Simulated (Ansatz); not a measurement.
System: Na.

```
Na
1.0
     0.00878    0.00878    3.70716
     9.00118   -9.00118    0.00000
     2.35660    2.35660   -1.83751
Na
4
Direct
  0.00000 0.37484 0.75000
  0.50000 0.87484 0.75000
  0.00000 0.62516 0.25000
  0.50000 0.12516 0.25000
```

Space group C2/c; set up as Na, beta-Sn type; a generated structure, not necessarily the stable one; changed on purpose from its base cell (volume × 1.04).

All numbers below come from DFT, r2SCAN, plane waves (500 eV) with PAW, scalar-relativistic (Ansatz).

Q: What can the converged valence pseudo-density and electron localisation function tell about the bonding?

A: Na–Na (3.71 Å): the density is about 0.03 e/Å³ at the midpoint; the ELF is about 0.45 at the midpoint.

Q: Does the calculation give a band gap?

A: It is metallic or semimetallic at this level of theory: no gap opens.

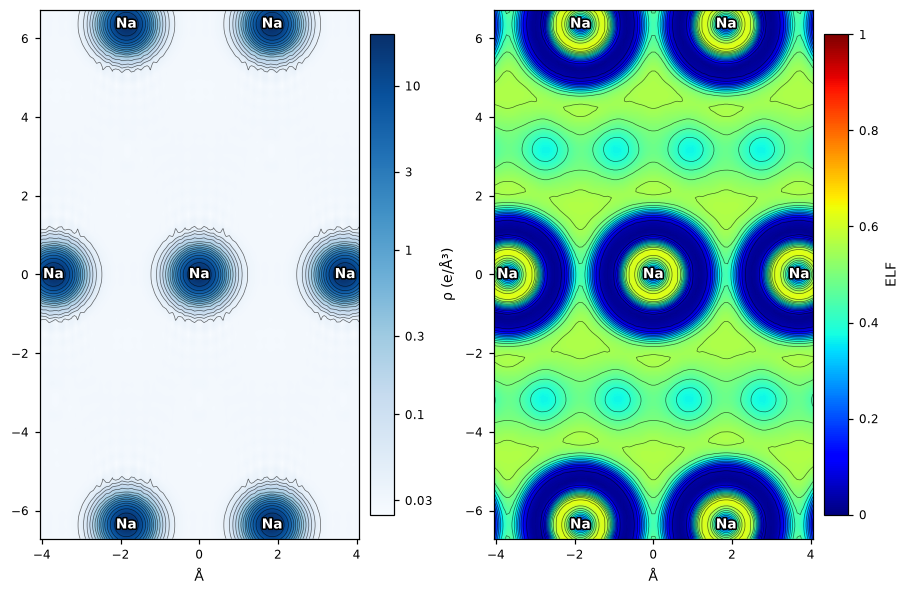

Computed valence pseudo-density and electron localisation function on the (001) plane of the conventional cell, in this order. 

In a PAW calculation such maps are meaningful between the atoms, not at the nuclei.
